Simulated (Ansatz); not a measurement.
**Geometry relaxation of SrTiO3 (part 2 of 2)**

The same run, continued: SrTiO3 (Pm-3m, 5 atoms in the cell); DFT PBE, scalar-relativistic, plane waves, PAW, no spin polarisation (Ansatz 0.2.0); cutoff 420 eV, 8×8×8 k-mesh, Gaussian smearing of 0.02 eV. The structure derives from a Materials Project entry.

Geometry of the input (Å; fractional positions):
```
3.9127  0.0000  0.0000
0.0000  3.9127  0.0000
0.0000  0.0000  3.9127
Sr 0.0000  0.0000  0.0000
Ti 0.5000  0.5000  0.5000
O  0.5000  0.0000  0.5000
O  0.5000  0.5000  0.0000
O  0.0000  0.5000  0.5000
```

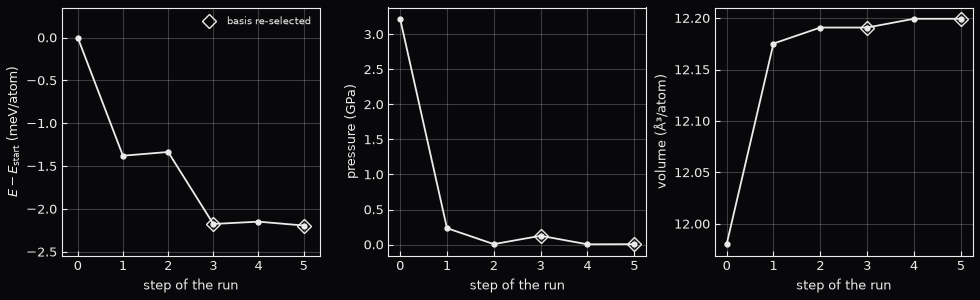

Figure 1. Progress of the relaxation, step by step (the first geometry is step 0 here and step 1 in the log).

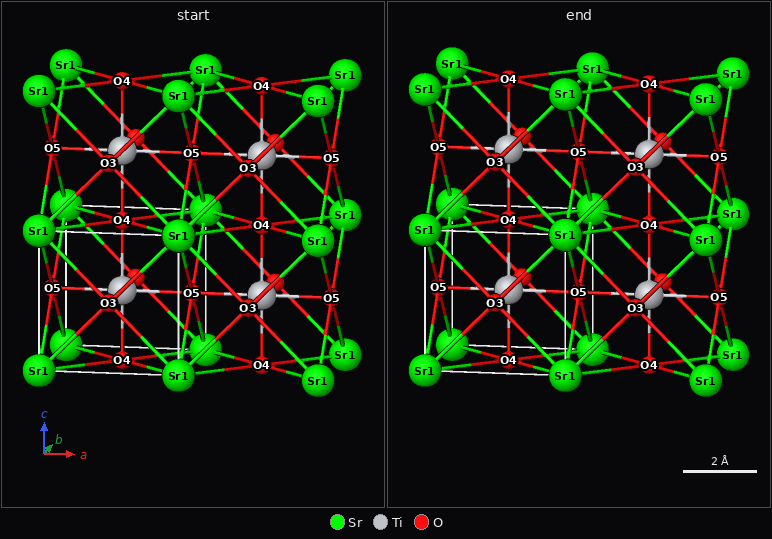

Figure 2. Before (left) and after (right) the relaxation, at one scale (ball-and-stick view of the cell of the calculation, repeated 2 × 1 × 2, seen slightly off an axis). The energy falls by 2.1 meV per atom in 3 geometry steps. All forces vanish by symmetry, so only the cell relaxes. Pressure: 3.22 GPa at the start and 0.01 GPa at the end. 1 further SCF at an unchanged geometry re-selected the plane-wave basis for the new cell. The atoms keep their places relative to the cell (all moves are under 0.005 Å). The drawn cell changes as follows: a = b = c 3.913 → 3.936 Å (+0.6 %); the volume changes by +1.8 %. Among the contacts that change: Sr1–O3 2.767 → 2.783 Å, Ti2–O3 1.956 → 1.968 Å. The space group stays Pm-3m (No. 221). The energy change given includes the shifts at the re-selections in mid-walk, which come without any move. A last SCF at the same geometry on a re-selected plane-wave basis shifts the energy by next to nothing (0.0 meV per atom). (Atoms are counted from 1 in the order of the input.)

```
basis re-selected at this cell: Δ(F+E_penalty+E_count) = -2.242e-4 eV, ΔP = +0.002 GPa vs the last step (what re-selecting the basis moved, of the pressure what is left beyond the Pulay correction that the steps carried, after the strain that the cell walked since its last selection, with what the two solves' SCF thresholds leave and, on support functions, any second-order correction that the steps lacked; it is no measure of the basis error at this ecutwfc). This SCF's stress stands 5.54e-3 GPa from its target on what of the cell is left free (relax.cell.stress_tol is 5.00e-2 GPa) and its largest allowed force component is 9.35e-30 eV/Å (relax.f_tol is 5.00e-3 eV/Å): within both
SCF converged after 6 iterations
Free energy (F): -7754.487481 eV
Harris-Foulkes:  -7754.487481 eV  (|F-HF|=1.46e-11)
Internal energy: -7754.487481 eV  (E = F + TS)
E sigma→0 (E₀):  -7754.487481 eV
Fermi energy:    10.580069 eV
--- Per-component energies (eV) ---
  E_band       = -218.261453
  E_kinetic    = 1045.753905
  E_local      = -2414.606883  (includes V_loc(G=0)·N_el)
  E_nonlocal   = 347.835205
  E_hartree    = 844.078718
  E_xc         = -495.951549
  E_vxc        = -571.538472  (∫ρ·V_xc dr)
  E_paw        = -4213.382030  (= ΣΔE_a)
  E_vpaw       = -313.870037  (= ΣTr[D̂ρ^β])
  E_aug_tail   = 0.007474  (compensation charges beyond the density's cutoff)
  E_ewald      = -2868.222321
  E_smearing   = -0.000000  (= −TS)
  E_closure    = -0.000000  (closes the sum)
  Σ components = -7754.487481   (vs F -7754.487481, Δ=0.00e0)
--- Forces (eV/Å), atoms counted from 1 ---
  atom   1  Sr     0.00000000    -0.00000000     0.00000000
  atom   2  Ti    -0.00000000    -0.00000000     0.00000000
  atom   3  O      0.00000000     0.00000000     0.00000000
  atom   4  O     -0.00000000     0.00000000     0.00000000
  atom   5  O     -0.00000000     0.00000000     0.00000000
  max |Σ_I F_I| component: 1.03e-29 eV/Å
--- Stress (GPa, compression-positive) ---
        0.005538      -0.000000      -0.000000
       -0.000000       0.005538      -0.000000
       -0.000000      -0.000000       0.005538
  P = ⅓ Tr σ = 0.0055 GPa (0.055 kbar)
--- Band table (eV; the first three rows and the last of 35) ---
  k-point 0: bands = ["-46.8336", "-23.1298", "-23.0787", "-23.0787", "-23.0787", "-7.6714", "-6.7087", "-6.7087", "-5.1173", "-5.1173", "-5.1173", "6.8672", "6.8672", "6.8672", "8.5273", "8.5273", "8.5273", "9.3006", "9.3006", "9.3006", "11.5010", "11.5010", "11.5010", "13.8371", "13.8371"]
  k-point 1: bands = ["-46.8334", "-23.1513", "-23.0783", "-23.0783", "-23.0633", "-7.6756", "-6.7159", "-6.7034", "-5.1110", "-5.1110", "-5.0178", "6.6696", "6.8598", "6.8598", "8.3318", "8.3318", "8.3975", "8.8398", "9.2057", "9.2057", "11.5228", "11.8366", "11.8366", "13.8393", "14.2896"]
  k-point 2: bands = ["-46.8330", "-23.1876", "-23.0774", "-23.0774", "-23.0417", "-7.7316", "-6.6905", "-6.6479", "-5.0958", "-5.0958", "-4.8099", "6.1736", "6.8484", "6.8484", "7.9084", "7.9084", "8.0206", "8.1124", "9.0666", "9.0666", "11.5766", "12.5153", "12.5153", "13.8432", "15.1032"]
  k-point 34: bands = ["-46.8302", "-23.1360", "-23.1360", "-23.1360", "-23.0755", "-6.3862", "-6.3862", "-6.3862", "-5.3593", "-5.3593", "-5.3593", "5.0880", "5.5861", "5.5861", "6.0057", "6.0057", "6.0057", "9.6592", "9.6592", "9.6592", "13.9970", "13.9970", "13.9970", "16.5426", "16.5426"]
--- Relaxed structure (4 steps of the walk, 4 accepted, 2 SCFs on fresh bases) ---
  F+E_penalty+E_count = -7754.48748118 eV   max|allowed force component| = 9.348e-30 eV/Å   (the final SCF, on the basis selected at the relaxed cell)
  cell:  # Å, volume = 60.9965 Å³
    - [3.9364226292589586, 2.32716534946791e-34, 2.5679065925163143e-34]
    - [-8.82717891177483e-35, 3.9364226292589586, 3.209883240645393e-35]
    - [1.925929944387236e-34, 0.0, 3.9364226292589586]
  atoms:
    - { symbol: Sr, position: [9.325359070956304e-37, -2.5636725963897446e-38, 2.5636725967767974e-38] }
    - { symbol: Ti, position: [0.5, 0.5, 0.5] }
    - { symbol: O, position: [0.5, 1.0254690386281496e-37, 0.5] }
    - { symbol: O, position: [0.5, 0.5, -3.8455088953048526e-38] }
    - { symbol: O, position: [-5.896446972260118e-37, 0.5, 0.5] }
```

### Trajectory as extended XYZ (Å, eV, eV/Å), 6 frames, from step=1 to step=6
```
5
Lattice="3.9127 0.0000 0.0000 0.0000 3.9127 0.0000 0.0000 0.0000 3.9127" Properties=species:S:1:pos:R:3:forces:R:3 step=1 energy=-7754.47651 pressure_GPa=3.22
Sr    0.0000    0.0000    0.0000    0.0000   0.0000   0.0000
Ti    1.9564    1.9564    1.9564    0.0000   0.0000   0.0000
O     1.9564    0.0000    1.9564    0.0000   0.0000   0.0000
O     1.9564    1.9564    0.0000    0.0000   0.0000   0.0000
O     0.0000    1.9564    1.9564    0.0000   0.0000   0.0000
5
Lattice="3.9338 0.0000 0.0000 0.0000 3.9338 0.0000 0.0000 0.0000 3.9338" Properties=species:S:1:pos:R:3:forces:R:3 step=2 energy=-7754.48341 pressure_GPa=0.23
Sr    0.0000    0.0000    0.0000    0.0000   0.0000   0.0000
Ti    1.9669    1.9669    1.9669    0.0000   0.0000   0.0000
O     1.9669    0.0000    1.9669    0.0000   0.0000   0.0000
O     1.9669    1.9669    0.0000    0.0000   0.0000   0.0000
O     0.0000    1.9669    1.9669    0.0000   0.0000   0.0000
5
Lattice="3.9355 0.0000 0.0000 0.0000 3.9355 0.0000 0.0000 0.0000 3.9355" Properties=species:S:1:pos:R:3:forces:R:3 step=3 energy=-7754.48319 pressure_GPa=0.01
Sr    0.0000    0.0000    0.0000    0.0000   0.0000   0.0000
Ti    1.9678    1.9678    1.9678    0.0000   0.0000   0.0000
O     1.9678    0.0000    1.9678    0.0000   0.0000   0.0000
O     1.9678    1.9678    0.0000    0.0000   0.0000   0.0000
O     0.0000    1.9678    1.9678    0.0000   0.0000   0.0000
5
Lattice="3.9355 0.0000 0.0000 0.0000 3.9355 0.0000 0.0000 0.0000 3.9355" Properties=species:S:1:pos:R:3:forces:R:3 step=4 energy=-7754.48739 pressure_GPa=0.12
Sr    0.0000    0.0000    0.0000    0.0000   0.0000   0.0000
Ti    1.9678    1.9678    1.9678    0.0000   0.0000   0.0000
O     1.9678    0.0000    1.9678    0.0000   0.0000   0.0000
O     1.9678    1.9678    0.0000    0.0000   0.0000   0.0000
O     0.0000    1.9678    1.9678    0.0000   0.0000   0.0000
5
Lattice="3.9364 0.0000 0.0000 0.0000 3.9364 0.0000 0.0000 0.0000 3.9364" Properties=species:S:1:pos:R:3:forces:R:3 step=5 energy=-7754.48726 pressure_GPa=0.00
Sr    0.0000    0.0000    0.0000    0.0000   0.0000   0.0000
Ti    1.9682    1.9682    1.9682    0.0000   0.0000   0.0000
O     1.9682    0.0000    1.9682    0.0000   0.0000   0.0000
O     1.9682    1.9682    0.0000    0.0000   0.0000   0.0000
O     0.0000    1.9682    1.9682    0.0000   0.0000   0.0000
5
Lattice="3.9364 0.0000 0.0000 0.0000 3.9364 0.0000 0.0000 0.0000 3.9364" Properties=species:S:1:pos:R:3:forces:R:3 step=6 energy=-7754.48748 pressure_GPa=0.01
Sr    0.0000    0.0000    0.0000    0.0000   0.0000   0.0000
Ti    1.9682    1.9682    1.9682    0.0000   0.0000   0.0000
O     1.9682    0.0000    1.9682    0.0000   0.0000   0.0000
O     1.9682    1.9682    0.0000    0.0000   0.0000   0.0000
O     0.0000    1.9682    1.9682    0.0000   0.0000   0.0000
```

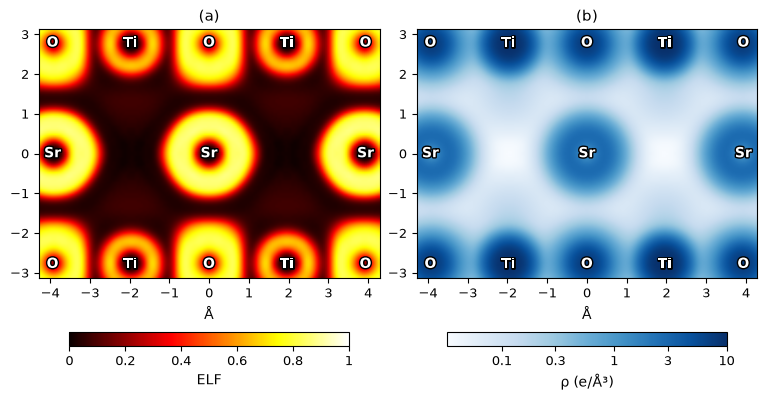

Figure 3. (a) electron localisation function; (b) valence pseudo-density on the (11̄0) plane of the conventional cell. The plane passes through Sr, Ti and O nuclei. Ti–O (1.97 Å): the density is about 0.68 e/Å³ at the midpoint; the ELF is about 0.20 at the midpoint. Sr–O (2.78 Å): ρ is about 0.14 e/Å³ halfway; the ELF is about 0.05 at the midpoint, which marks a contact without a shared pair. Away from the nuclei the density in this plane falls to 0.03 e/Å³ at its lowest. The strong features right at Sr and Ti lie inside the PAW spheres (semicore, d or f shells) and say nothing about bonding. Core electrons are frozen (PAW), so the fields are smoothed inside the atomic spheres.

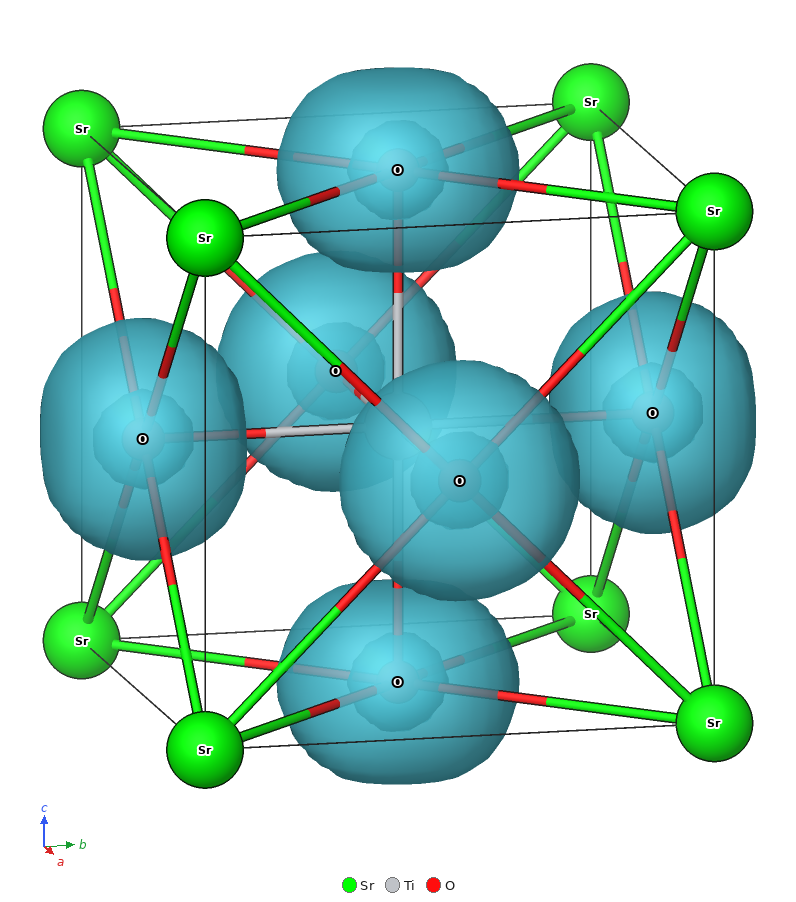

Figure 4. Isosurface of the electron localisation function at 0.7 (cyan), seen slightly off an axis. Core shells and regions of very low density are left out. Sticks mark near contacts. The outline is the cell set on symmetry axes. Profiles from the grid: Ti–O (1.97 Å): the ELF is about 0.20 at the midpoint. Sr–O (2.78 Å): the ELF is about 0.05 at the midpoint, which marks a largely ionic contact.

### Key numbers

| quantity | value |
| --- | --- |
| outcome | converged |
| space group (tolerance 0.01 Å) | Pm-3m (221) |
| electrons treated | 40 |
| free energy | −7754.4875 eV |
| Fermi energy | 10.580 eV |
| gap on the k-point mesh | 1.84 eV |
| pressure | 0.01 GPa |
| final volume | 61.00 Å³ |
| largest force (length of the vector) at the end | under 0.001 eV/Å |
| final cell | a = 3.936 Å, b = 3.936 Å, c = 3.936 Å, α = 90.00°, β = 90.00°, γ = 90.00° |
| wall time | 33 s (CPU time 59 s) |
| peak memory | 0.48 GiB |
